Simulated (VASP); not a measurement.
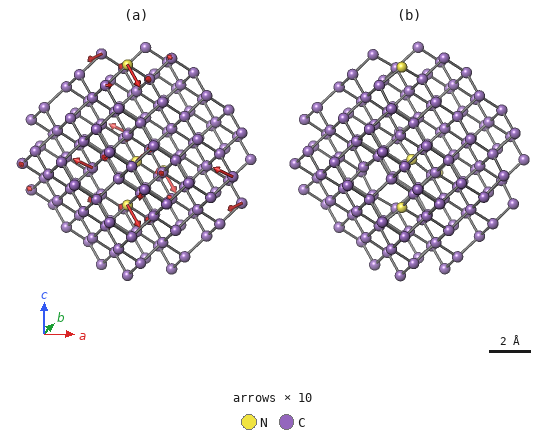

The structure of a defect cell of composition C61N2 (cell charge −1) before (left) and after (right) a relaxation, at one scale. The red arrows give the displacements, 10 times their true length.

Style: ball-and-stick. Shown: the atoms within 5.8 Å of the atom that moves most (axes of the cell of the calculation (origin shifted)), slightly off an axis.

The run lets the atoms move in a fixed cell.

These are results of VASP 6.6.1, Kohn-Sham DFT of a periodic cell, PBE, VASP PAW PBE potentials, recommended, not measurements.

Input file:
```
SYSTEM = C61N2
PREC = Accurate
ENCUT = 420
EDIFF = 1E-6
ISMEAR = -2
LREAL = Auto
LASPH = .TRUE.
NELM = 80
ALGO = Normal
ISIF = 2
LWAVE = .FALSE.
LCHARG = .FALSE.
ISPIN = 2
MAGMOM = 0 0 0 0 0 0 0 0 0 0 0 0 0 0 0 0 0 0 0 0 0 0 0 0 0 0 0 0 0 0 0 0 0 0 0 0 0 0 0 0 0 0 0 0 0.5 0 0 0 0 0 0 0 0 0 0.5 0 0 0 0 0 0 0 0
LORBIT = 11
GGA = PE
IBRION = 2
NSW = 30
EDIFFG = -0.015
NELECT = 255
ISYM = 0
NBANDS = 144
FERWE = 128*1.0 16*0.0
FERDO = 126*1.0 1.0 0.0 16*0.0
LUSENCCL = .FALSE.
```

Run as
```bash
cat potpaw_PBE.64/N/POTCAR potpaw_PBE.64/C/POTCAR > POTCAR
mpirun -np 1 vasp_gam > vasp.out
```

What changed between the two?

Answer. The energy falls by 1.208 eV per cell of the calculation in 13 geometry steps. Largest force component: 2.4 eV/Å at the start, 0.0098 eV/Å at the end. The largest moves, 0.15 Å, are those of N atoms. By element the largest moves are N 0.15 Å, C 0.12 Å. The cell doesn't change. Near-neighbour distances that change, for instance: C–N 1.547 → 1.469 Å, C–C 1.547 → 1.482 Å, C–C 1.547 → 1.570 Å, C–C 1.547 → 1.533 Å. Bond angles that change, for instance: C–C–C 109.5° → 114.2°, C–N–C 109.5° → 113.6°, C–N–C 109.5° → 113.5°. It ran on 1 × NVIDIA H100 80GB with 1 thread of AMD EPYC 7R13 Processor (Zen 3) (shared host).

Limits of the set-up: the periodic images lie only 7.1 Å apart, so the values are limited by the cell's size; the cell is charged, on a uniform background, and energies carry no finite-size correction.
